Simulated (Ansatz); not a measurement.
**Run report: Ge, single-point calculation (part 2 of 2)**

The same run, continued: Ge (interface cell, 24 atoms in the cell); DFT PBEsol, scalar-relativistic, plane waves, PAW, no spin polarisation (Ansatz 0.2.0); cutoff 420 eV, 21×21×2 k-mesh, Gaussian smearing of 0.1 eV. The structure derives from an entry of the Crystallography Open Database. It belongs to a series of runs on one base structure; here: symmetric tilt boundary Sigma 3 (1 1 1), mirror between the next planes, shift [0, 0], relaxed, on a denser mesh.

Geometry of the input (Å; fractional positions):
```
4.0134  0.0000  0.0000
-2.0067  3.4757  0.0000
0.0000  0.0000  39.3418
Ge 0.3333  0.6667  0.1355
Ge 0.6667  0.3333  0.0315
Ge 0.0000  0.0000  0.1147
Ge 0.0000  0.0000  0.0523
Ge 0.6667  0.3333  0.2188
Ge 0.3333  0.6667  0.1980
Ge 0.3333  0.6667  0.3853
Ge 0.6667  0.3333  0.2812
Ge 1.0000  0.0000  0.3645
Ge 0.0000  0.0000  0.3020
Ge 0.6667  0.3333  0.4685
Ge 0.3333  0.6667  0.4477
Ge 0.3333  0.6667  0.8645
Ge 0.6667  0.3333  0.9685
Ge 0.0000  0.0000  0.8853
Ge 0.0000  0.0000  0.9477
Ge 0.6667  0.3333  0.7812
Ge 0.3333  0.6667  0.8020
Ge 0.3333  0.6667  0.6147
Ge 0.6667  0.3333  0.7188
Ge 1.0000  0.0000  0.6355
Ge 0.0000  0.0000  0.6980
Ge 0.6667  0.3333  0.5315
Ge 0.3333  0.6667  0.5523
```

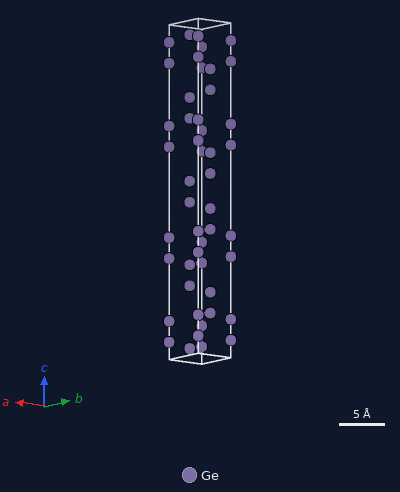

*The input geometry (spheres-only view of the cell of the calculation, seen at an oblique angle).*

Output, continued:
```
  k-point 0: bands = ["-16.5227", "-16.5227", "-16.5227", "-16.5227", "-16.5185", "-16.5185", "-16.5184", "-16.5184", "-16.5128", "-16.5128", "-16.5122", "-16.5122", "-16.5061", "-16.5061", "-16.5051", "-16.5051", "-16.4978", "-16.4977", "-16.4960", "-16.4960", "-16.4947", "-16.4947", "-16.4922", "-16.4919", "-16.4872", "-16.4867", "-16.4812", "-16.4811", "-16.4811", "-16.4802", "-16.4797", "-16.4797", "-16.4797", "-16.4790", "-16.4591", "-16.4591", "-16.4560", "-16.4560", "-16.4546", "-16.4546",
      "-16.4481", "-16.4481", "-16.4425", "-16.4425", "-16.4372", "-16.4372", "-16.4315", "-16.4315", "-16.4283", "-16.4283", "-16.4254", "-16.4254", "-16.4197", "-16.4197", "-16.4193", "-16.4193", "-16.4013", "-16.4013", "-16.4013", "-16.4013", "-16.2907", "-16.2907", "-16.2907", "-16.2907", "-16.2853", "-16.2853", "-16.2848", "-16.2848", "-16.2778", "-16.2778", "-16.2758", "-16.2758", "-16.2750", "-16.2750", "-16.2700", "-16.2700", "-16.2681", "-16.2679", "-16.2646", "-16.2646",
      "-16.2633", "-16.2633", "-16.2624", "-16.2618", "-16.2568", "-16.2568", "-16.2566", "-16.2557", "-16.2535", "-16.2529", "-16.2516", "-16.2516", "-16.2476", "-16.2476", "-16.2410", "-16.2410", "-16.2374", "-16.2374", "-16.2344", "-16.2344", "-16.2284", "-16.2284", "-16.2253", "-16.2253", "-16.2223", "-16.2223", "-16.2202", "-16.2202", "-16.2173", "-16.2173", "-16.2168", "-16.2168", "-16.2105", "-16.2105", "-16.2105", "-16.2105", "-16.1964", "-16.1964", "-16.1964", "-16.1964",
      "-4.4140", "-4.3405", "-4.3178", "-4.0873", "-4.0702", "-3.6803", "-3.6707", "-3.1530", "-3.1523", "-2.6177", "-2.6048", "-2.3383", "0.7299", "1.1617", "1.1871", "2.2153", "2.2361", "3.5726", "3.5917", "5.1060", "5.1191", "6.7228", "6.7228", "6.9018", "6.9018", "6.9606", "6.9606", "6.9673", "6.9673", "7.1397", "7.1397", "7.1545", "7.1545", "7.4259", "7.4259", "7.4506", "7.4506", "7.7859", "7.7859", "7.8237",
      "7.8237", "8.1355", "8.1355", "8.1953", "8.1953", "8.2169", "8.2854", "8.3354", "8.3354", "8.3476", "8.3670", "8.4504", "8.5666", "8.6433", "8.8488", "8.9300", "9.1617", "9.1870", "9.2833", "9.3037", "10.7797", "10.7797", "10.8752", "10.9462", "10.9462", "11.0437", "11.0437", "11.1916", "11.2145", "11.3812", "11.3812", "11.5173", "11.5173", "11.7679", "11.7679", "11.9127", "11.9127", "11.9702", "11.9702", "12.0076",
      "12.0076", "12.0109"]
  k-point 1: bands = ["-16.5227", "-16.5227", "-16.5227", "-16.5227", "-16.5184", "-16.5184", "-16.5184", "-16.5184", "-16.5125", "-16.5125", "-16.5125", "-16.5125", "-16.5056", "-16.5056", "-16.5056", "-16.5056", "-16.4977", "-16.4977", "-16.4953", "-16.4953", "-16.4953", "-16.4953", "-16.4920", "-16.4920", "-16.4870", "-16.4870", "-16.4808", "-16.4808", "-16.4804", "-16.4804", "-16.4804", "-16.4804", "-16.4792", "-16.4792", "-16.4578", "-16.4578", "-16.4578", "-16.4578", "-16.4546", "-16.4546",
      "-16.4455", "-16.4455", "-16.4455", "-16.4455", "-16.4343", "-16.4343", "-16.4343", "-16.4343", "-16.4265", "-16.4265", "-16.4265", "-16.4265", "-16.4195", "-16.4195", "-16.4195", "-16.4195", "-16.4013", "-16.4013", "-16.4013", "-16.4013", "-16.2907", "-16.2907", "-16.2907", "-16.2907", "-16.2850", "-16.2850", "-16.2850", "-16.2850", "-16.2769", "-16.2769", "-16.2769", "-16.2769", "-16.2750", "-16.2750", "-16.2680", "-16.2680", "-16.2679", "-16.2679", "-16.2679", "-16.2679",
      "-16.2621", "-16.2621", "-16.2596", "-16.2596", "-16.2596", "-16.2596", "-16.2562", "-16.2562", "-16.2531", "-16.2531", "-16.2494", "-16.2494", "-16.2494", "-16.2494", "-16.2410", "-16.2410", "-16.2359", "-16.2359", "-16.2359", "-16.2359", "-16.2269", "-16.2269", "-16.2269", "-16.2269", "-16.2211", "-16.2211", "-16.2211", "-16.2211", "-16.2170", "-16.2170", "-16.2170", "-16.2170", "-16.2105", "-16.2105", "-16.2105", "-16.2105", "-16.1964", "-16.1964", "-16.1964", "-16.1964",
      "-4.3931", "-4.3931", "-4.2237", "-4.2237", "-3.8948", "-3.8948", "-3.4252", "-3.4252", "-2.8725", "-2.8725", "-2.4140", "-2.4140", "0.8486", "0.8486", "1.6489", "1.6489", "2.8761", "2.8761", "4.3313", "4.3313", "5.9145", "5.9145", "6.9173", "6.9173", "6.9173", "6.9173", "7.0409", "7.0409", "7.0409", "7.0409", "7.2804", "7.2804", "7.2804", "7.2804", "7.5155", "7.5155", "7.6153", "7.6153", "7.6153", "7.6153",
      "7.9933", "7.9933", "7.9933", "7.9933", "8.2909", "8.2909", "8.2909", "8.2909", "8.3488", "8.3488", "8.4960", "8.4960", "8.7368", "8.7368", "8.8655", "8.8655", "9.0645", "9.0645", "9.3303", "9.3303", "10.8346", "10.8346", "10.8346", "10.8346", "10.9403", "10.9403", "11.2109", "11.2109", "11.2109", "11.2109", "11.6639", "11.6639", "11.6639", "11.6639", "11.7083", "11.7083", "11.9500", "11.9500", "11.9500", "11.9500",
      "12.0092", "12.0092"]
  k-point 2: bands = ["-16.5250", "-16.5249", "-16.5235", "-16.5235", "-16.5200", "-16.5198", "-16.5190", "-16.5189", "-16.5138", "-16.5132", "-16.5130", "-16.5127", "-16.5067", "-16.5067", "-16.5056", "-16.5053", "-16.4989", "-16.4987", "-16.4970", "-16.4965", "-16.4954", "-16.4952", "-16.4924", "-16.4923", "-16.4866", "-16.4861", "-16.4818", "-16.4815", "-16.4809", "-16.4803", "-16.4801", "-16.4782", "-16.4769", "-16.4761", "-16.4581", "-16.4572", "-16.4553", "-16.4543", "-16.4537", "-16.4537",
      "-16.4472", "-16.4463", "-16.4418", "-16.4411", "-16.4362", "-16.4357", "-16.4305", "-16.4303", "-16.4270", "-16.4268", "-16.4238", "-16.4237", "-16.4183", "-16.4181", "-16.4175", "-16.4174", "-16.4000", "-16.3999", "-16.3996", "-16.3996", "-16.2949", "-16.2947", "-16.2935", "-16.2933", "-16.2880", "-16.2875", "-16.2867", "-16.2859", "-16.2818", "-16.2802", "-16.2786", "-16.2762", "-16.2755", "-16.2754", "-16.2744", "-16.2706", "-16.2705", "-16.2671", "-16.2668", "-16.2655",
      "-16.2647", "-16.2632", "-16.2610", "-16.2599", "-16.2579", "-16.2570", "-16.2559", "-16.2558", "-16.2540", "-16.2523", "-16.2521", "-16.2470", "-16.2469", "-16.2455", "-16.2441", "-16.2412", "-16.2380", "-16.2345", "-16.2344", "-16.2343", "-16.2289", "-16.2272", "-16.2250", "-16.2250", "-16.2225", "-16.2217", "-16.2193", "-16.2186", "-16.2176", "-16.2172", "-16.2164", "-16.2155", "-16.2097", "-16.2096", "-16.2094", "-16.2093", "-16.1954", "-16.1954", "-16.1946", "-16.1946",
      "-4.3895", "-4.3160", "-4.2934", "-4.0629", "-4.0459", "-3.6561", "-3.6465", "-3.1288", "-3.1282", "-2.5932", "-2.5803", "-2.3132", "0.7339", "1.1645", "1.1900", "2.2127", "2.2335", "3.5571", "3.5759", "5.0600", "5.0718", "6.5487", "6.5757", "6.5800", "6.6105", "6.6268", "6.8042", "6.8266", "6.8353", "6.8983", "6.9011", "7.0830", "7.0943", "7.1153", "7.1511", "7.3768", "7.3980", "7.4714", "7.5179", "7.6003",
      "7.7434", "7.7776", "7.9145", "7.9956", "8.0961", "8.1513", "8.2477", "8.2930", "8.6710", "8.7022", "8.7753", "8.8925", "8.9262", "8.9690", "9.1656", "9.2406", "9.4229", "9.4932", "9.5415", "9.5955", "10.7060", "10.8327", "10.8441", "10.8570", "10.9641", "11.0137", "11.1022", "11.2298", "11.3112", "11.3586", "11.4491", "11.4712", "11.5739", "11.6912", "11.7895", "11.8354", "11.8792", "11.9601", "11.9716", "12.0295",
      "12.0394", "12.1368"]
  k-point 95: bands = ["-16.5497", "-16.5497", "-16.5496", "-16.5496", "-16.5478", "-16.5478", "-16.5461", "-16.5461", "-16.5367", "-16.5367", "-16.5364", "-16.5364", "-16.5362", "-16.5362", "-16.5299", "-16.5299", "-16.5257", "-16.5257", "-16.5238", "-16.5238", "-16.5163", "-16.5163", "-16.5056", "-16.5056", "-16.4434", "-16.4434", "-16.4420", "-16.4420", "-16.4420", "-16.4420", "-16.4350", "-16.4350", "-16.4243", "-16.4243", "-16.4169", "-16.4169", "-16.3848", "-16.3848", "-16.3839", "-16.3839",
      "-16.3829", "-16.3829", "-16.3759", "-16.3759", "-16.3758", "-16.3758", "-16.3698", "-16.3698", "-16.3684", "-16.3684", "-16.3683", "-16.3683", "-16.3667", "-16.3667", "-16.3616", "-16.3616", "-16.3605", "-16.3605", "-16.3590", "-16.3590", "-16.3568", "-16.3568", "-16.3558", "-16.3558", "-16.3509", "-16.3509", "-16.3449", "-16.3449", "-16.3443", "-16.3443", "-16.3373", "-16.3373", "-16.3319", "-16.3319", "-16.3278", "-16.3278", "-16.3261", "-16.3261", "-16.3206", "-16.3206",
      "-16.3205", "-16.3205", "-16.3056", "-16.3056", "-16.2986", "-16.2986", "-16.2978", "-16.2978", "-16.2944", "-16.2944", "-16.2882", "-16.2882", "-16.2818", "-16.2818", "-16.2807", "-16.2807", "-16.2030", "-16.2030", "-16.2010", "-16.2010", "-16.2009", "-16.2009", "-16.1955", "-16.1955", "-16.1923", "-16.1923", "-16.1907", "-16.1907", "-16.1901", "-16.1901", "-16.1888", "-16.1888", "-16.1815", "-16.1815", "-16.1781", "-16.1781", "-16.1719", "-16.1719", "-16.1627", "-16.1627",
      "-1.5054", "-1.5054", "-1.4628", "-1.4628", "-1.4615", "-1.4615", "-1.4613", "-1.4613", "-1.4047", "-1.4047", "-1.3953", "-1.3953", "0.3447", "0.3447", "0.4554", "0.4554", "0.4624", "0.4624", "0.4640", "0.4640", "0.4816", "0.4816", "0.6353", "0.6353", "3.6840", "3.6840", "3.9006", "3.9006", "3.9642", "3.9642", "4.0249", "4.0249", "4.1111", "4.1111", "4.4859", "4.4859", "5.2771", "5.2771", "5.5408", "5.5408",
      "5.6240", "5.6240", "5.8448", "5.8448", "5.9414", "5.9414", "6.0659", "6.0659", "9.8013", "9.8013", "9.8024", "9.8024", "9.8479", "9.8479", "10.6917", "10.6917", "10.7655", "10.7655", "10.9498", "10.9498", "12.1069", "12.1069", "12.3857", "12.3857", "12.5769", "12.5769", "13.7065", "13.7065", "13.7862", "13.7862", "13.8630", "13.8630", "14.0843", "14.0843", "14.1112", "14.1112", "14.2021", "14.2021", "14.2302", "14.2302",
      "14.2661", "14.2661"]
```

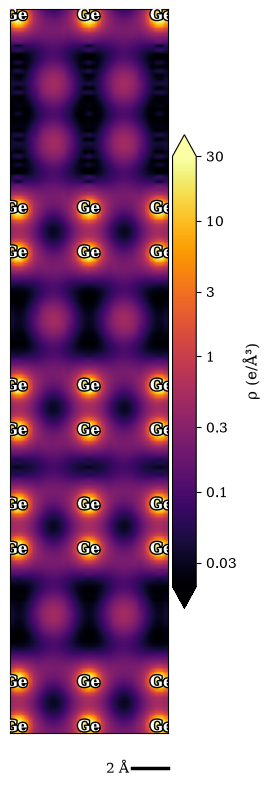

*Valence electron density on the (010) plane of the calculation cell.*

The section cuts through Ge sites. Ge–Ge (2.45 Å): the density is about 0.51 e/Å³ at the midpoint. The density dies away to nearly zero in the voids. In a PAW calculation such maps are meaningful between the atoms, not at the nuclei.

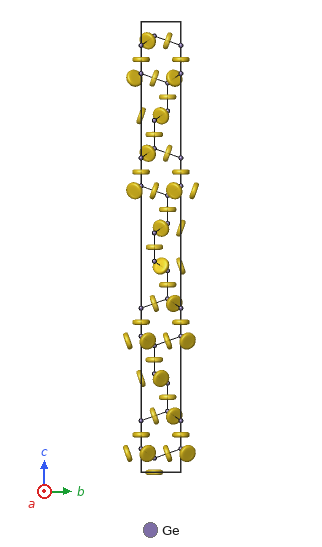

*Isosurface of the ELF at 0.6 (yellow), seen along the a axis. Only the valence region is drawn (cores and ρ < 0.01 e/Å³ removed). Sticks mark near contacts. The outline is the calculation cell.*

The ELF exceeds this value in 48 regions between bonded Ge–Ge atoms (shared pairs), counted in one cell of 24 atoms. Along the contacts the grid gives the following. Ge–Ge (2.45 Å): the ELF peaks at about 0.80 between the atoms, which marks localised, shared-pair bonding.

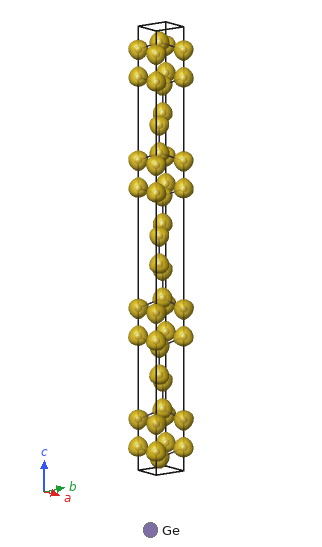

*Isosurface of the valence pseudo-density at 0.6 e/Å³ (yellow), seen slightly off an axis. Sticks mark near contacts. The outline is the calculation cell.*

At this value the density breaks into separate islands; it holds about 75 % of the electrons treated as valence (semicore included). It is pinched off along the Ge–Ge (2.45 Å) contacts. On the grid the lowest density along these lines, outside the cores, is 0.51 e/Å³ (Ge–Ge, 2.45 Å).

Summary:

```json
{"quantity": "outcome", "value": "converged"}
{"quantity": "electrons treated", "value": "336"}
{"quantity": "free energy", "value": "−102083.8788 eV"}
{"quantity": "Fermi energy", "value": "8.363 eV"}
{"quantity": "gap on the k-point mesh", "value": "none (metallic)"}
{"quantity": "largest force (length of the vector)", "value": "0.004 eV/Å"}
{"quantity": "wall time", "value": "5.3 min (CPU time 9.9 min)"}
{"quantity": "peak memory", "value": "4.6 GiB"}
```

Notes on the run: the structure was made exactly symmetric.
